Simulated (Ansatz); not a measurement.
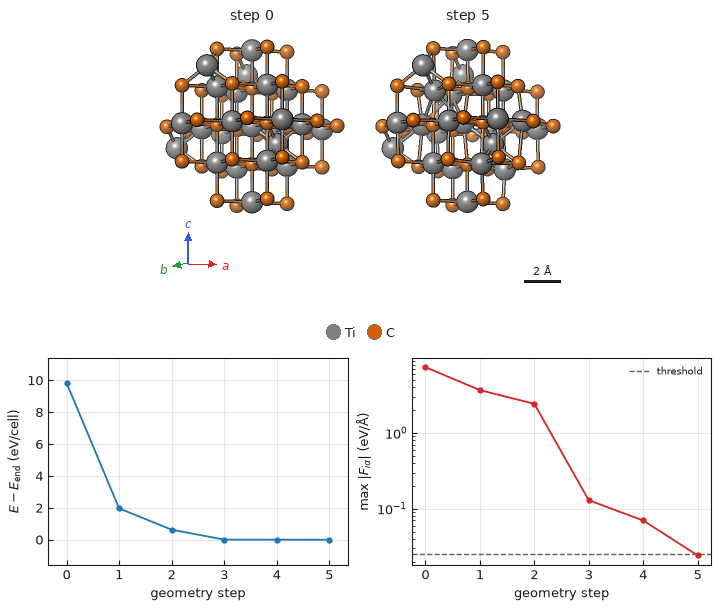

First and last geometry of a relaxation of a defect cell of composition Ti9C8 (coarse preliminary run), with the history of the run. The picture is a ball-and-stick view of the atoms within 5.0 Å of the atom that moves most (axes of the conventional cell (4 times the calculation's cell) (origin shifted)), seen from a free direction. Lengths and directions refer to the drawn axes.

Case: Ti interstitial, charge +0, atoms relaxed at the host's cell.

All numbers below come from DFT PBE, scalar-relativistic, plane waves, PAW (Ansatz 0.2.0). Settings: plane-wave cutoff 420 eV; k-point mesh 1 × 1 × 1; occupations gaussian; smearing width 0.1 eV; no spin polarisation; atoms relaxed in a fixed cell; force threshold 0.025 eV/Å; at most 45 steps.

> Did the run converge, and what did it change?

It converged. The largest moves, 0.33 Å, are those of Ti atoms. Largest moves by element: Ti 0.33 Å, C 0.05 Å. The cell doesn't change. Among the contacts that change: Ti–Ti 3.064 → 3.601 Å, Ti–Ti 3.064 → 2.526 Å, Ti–Ti 1.876 → 2.205 Å, C–Ti 2.166 → 2.395 Å. New bonds form, among them: Ti–Ti (3.06 → 2.53 Å). Bond angles that change, for instance: Ti–C–Ti 90.0° → 77.9°, Ti–C–Ti 180.0° → 170.3°, Ti–C–Ti 90.0° → 94.6°. After 5 geometry steps the energy has fallen by 9.845 eV per cell of the calculation. The largest force component goes from 7.4 to 0.024 eV/Å.

| step | E − E(0), meV/atom | largest force component, eV/Å |
| --- | --- | --- |
| 0 | 0.00 | 7.3901 |
| 1 | -463.44 | 3.6806 |
| 2 | -542.05 | 2.4286 |
| 3 | -578.69 | 0.1294 |
| 4 | -579.00 | 0.0699 |
| 5 | -579.12 | 0.0242 |

Limits of the set-up: the k-point mesh is coarse for a cell with partly filled bands; the periodic images lie only 6.1 Å apart, so the values are limited by the cell's size.
